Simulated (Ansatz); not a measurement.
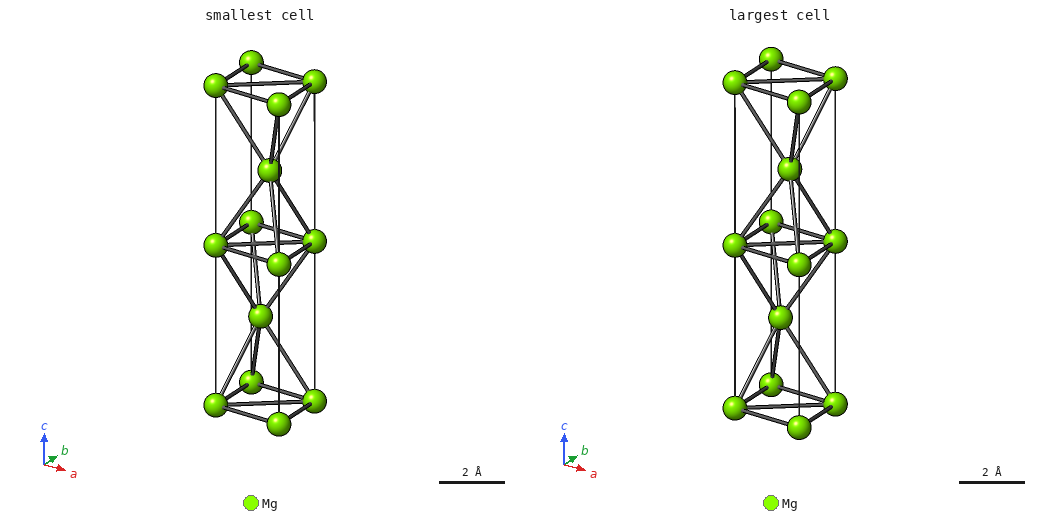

Mg, double hexagonal close-packed (α-La type), space group P6₃/mmc (No. 194), relaxed (cell and atoms, zero pressure) with four choices of dispersion term on top of PBEsol; the smallest and the largest of the relaxed conventional cells are drawn to one scale (sticks follow a distance rule). The start was a structure listed in the Materials Project.

Alike in all runs: Ansatz 0.2.0; functional PBEsol; potentials Ansatz PAW; cutoff 420 eV; k mesh 10 × 10 × 3 on the run's cell of 4 atoms; occupations fermi-dirac, width 0.05 eV; no spin polarisation; no spin-orbit coupling. All runs are metallic.

| level | volume (Å³/atom) | a (Å) | c (Å) |
| --- | --- | --- | --- |
| D3(BJ)-ATM | ? | ? | ? |
| D4 | 22.47 | 3.157 | 10.414 |
| none | 22.66 | 3.165 | 10.446 |
| D3(BJ) | 21.47 | 3.109 | 10.255 |

**What does D3(BJ)-ATM give?**

Volume 21.61 Å³/atom; a 3.116 Å; c 10.279 Å. That is between D3(BJ) and D4 in volume.

**Order the levels by the relaxed volume, smallest first.**

D3(BJ) (21.47 Å³/atom), D3(BJ)-ATM (21.61 Å³/atom), D4 (22.47 Å³/atom), none (22.66 Å³/atom). Rows within a few tenths of a per cent can't be told apart.

Caveat: the plane-wave basis is chosen anew once the cell has moved, so the energies of steps on either side of that aren't comparable; pairwise dispersion terms can overbind metals strongly.
